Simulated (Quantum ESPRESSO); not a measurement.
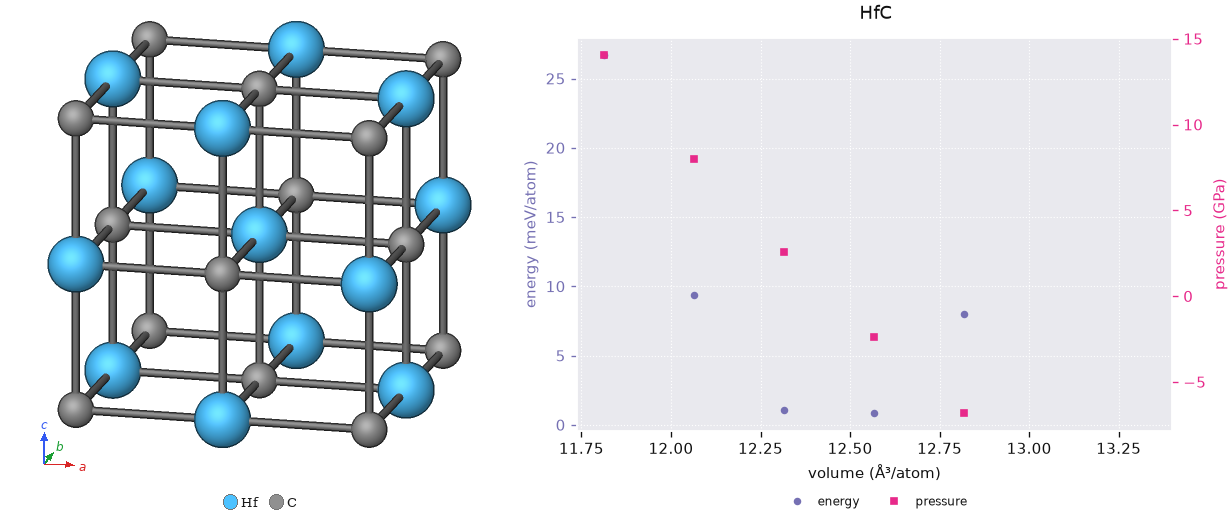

Plotted: energy and pressure against volume for HfC, space group Fm-3m (No. 225). The conventional cell is drawn beside the plot.

Structure:
```xyz
2
Lattice="0.0000 2.3250 2.3250 2.3250 0.0000 2.3250 2.3250 2.3250 0.0000" Properties=species:S:1:pos:R:3 pbc="T T T"
Hf    2.3250    2.3250    2.3250
C     0.0000    0.0000    0.0000
```

How it was computed, with Quantum ESPRESSO 7.5: plane-wave DFT, no spin polarisation; energies at scaled volumes of the given cell, shape and fractions fixed, counted from the fit's minimum, third-order Birch-Murnaghan fit. Level: rev-vdW-DF2.

- k mesh: 10×10×10
- occupations: Fermi–Dirac
- smearing width: 0.05 eV
- potentials: PseudoDojo 0.4.1 SR PBE standard
- wave cutoff: 1116 eV
- density cutoff: 4463 eV

The points at volume 13.07 Å³/atom and 13.32 Å³/atom are left out of the plot. What values does the calculation give there?

| volume (Å³/atom) | energy (meV/atom) | pressure (GPa) |
| --- | --- | --- |
| 13.07 | 21.80 | −10.82 |
| 13.32 | 41.57 | −14.44 |

Limits of the calculation: potentials made for another functional.
